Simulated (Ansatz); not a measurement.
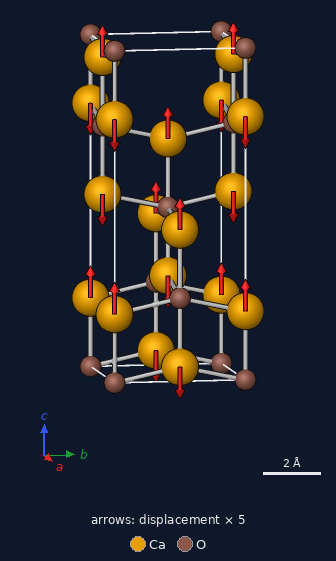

A relaxation of a crystal of Ca2O (built on the anatase_141 type) (coarse preliminary run). The starting structure is drawn; red arrows show the displacements (the part carried along by the change of the cell is left out), magnified 5 times.

Style: ball-and-stick. Shown: the conventional cell (2 times the calculation's cell), slightly off an axis. Lengths and directions refer to the drawn axes.

Case: anti-anatase type (I4_1/amd, No. 141).

Computed with DFT PBE, scalar-relativistic, plane waves, PAW (Ansatz 0.2.0). Settings: plane-wave cutoff 420 eV; k-point mesh 6 × 6 × 6; occupations gaussian; smearing width 0.1 eV; no spin polarisation; cell and atoms relaxed; force threshold 0.04 eV/Å; at most 70 steps.

What did the optimiser do to the structure, and how much energy did it gain?

The energy falls by 76.5 meV per atom in 5 accepted moves (7 points after the start). The largest force component goes from 0.7 to 0.015 eV/Å. The pressure goes from 0.20 to 0.20 GPa. The SCF was repeated twice at an unchanged geometry on a basis and grid sized afresh for the cell, which shifted the energy by 1.0 meV per atom at most. The largest moves relative to the cell, 0.24 Å, are those of Ca atoms. O stays in place. Cell: a = b 4.738 → 4.961 Å (+4.7 %), c 11.910 → 10.556 Å (−11.4 %). Volume −2.8 %. Among the contacts that change: Ca–Ca 3.064 → 3.311 Å, Ca–O 2.425 → 2.490 Å, Ca–O 2.461 → 2.416 Å, Ca–Ca 3.506 → 3.536 Å. Bond angles that change, for instance: Ca–O–Ca 155.4° → 169.7°, O–Ca–O 155.4° → 169.7°, Ca–O–Ca 102.3° → 95.1°. The space group stays I4_1/amd (No. 141).
